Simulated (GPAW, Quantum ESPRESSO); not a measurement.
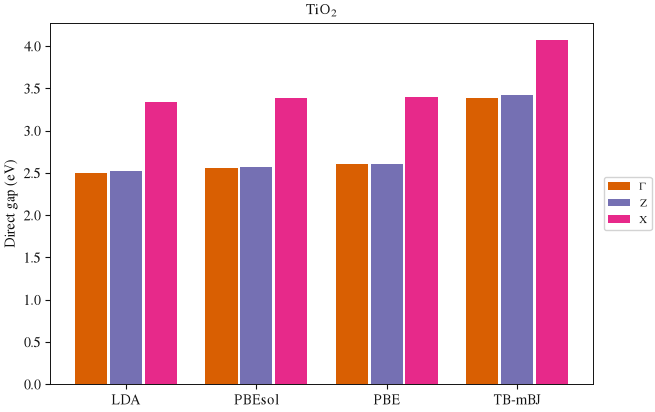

Direct gap at each named k point, by several methods on one cell of anatase TiO2, space group I4_1/amd (No. 141), 6 atoms in the primitive cell; a = 3.784 Å, c = 9.515 Å (tetragonal axes). All runs are without spin-orbit coupling and carry no moments. In reduced coordinates of the cell that was run, Z is (0.5, 0.5, −0.5) and X is (−0.5, 0.5, 0). The cell is at 5 GPa in PBE. The smallest gap is indirect or lies off these points.

How do the methods rank at Γ?

Answer. From low to high: LDA 2.50, PBEsol 2.56, PBE 2.60, TB-mBJ 3.39 eV. Too close to rank are LDA against PBEsol (different potentials) and PBEsol against PBE (different potentials).

```
method           program  Γ (eV)  Z (eV)  X (eV)
   LDA  Quantum ESPRESSO    2.50    2.52    3.34
PBEsol  Quantum ESPRESSO    2.56    2.57    3.39
   PBE  Quantum ESPRESSO    2.60    2.61    3.40
TB-mBJ              GPAW    3.39    3.42    4.07
```

Settings. LDA: GBRV 1.5 LDA, 10×10×10 k mesh, 612 eV cutoff, Fermi-Dirac smearing of 0.05 eV (Quantum ESPRESSO 7.5). PBEsol: GBRV 1.5 PBEsol, 10×10×10 k mesh, 612 eV cutoff, Fermi-Dirac smearing of 0.05 eV (Quantum ESPRESSO 7.5). PBE: GBRV 1.5 PBE, 10×10×10 k mesh, 612 eV cutoff, Fermi-Dirac smearing of 0.05 eV (Quantum ESPRESSO 7.5). TB-mBJ: GPAW PAW data sets for LDA (gpaw-data 1.2.1), 8×8×8 k mesh, 800 eV cutoff, Fermi-Dirac smearing of 0.05 eV (GPAW).

These are four of the 7 methods that were run on this cell. Runs that lie over 0.07 eV from the median of the programs for their method weren't drawn. The runs come from different programs and meshes, which adds differences of its own. LDA, GGA and most meta-GGA functionals understate gaps. TB-mBJ: the PAW data sets were made with another functional. TB-mBJ: this is a model potential built to give gaps, with no total energy. Over all k points computed the smallest gap is 2.02 eV in LDA, 2.09 eV in PBEsol (mesh alone), 2.14 eV in PBE (mesh alone) and 3.01 eV in TB-mBJ (mesh alone).
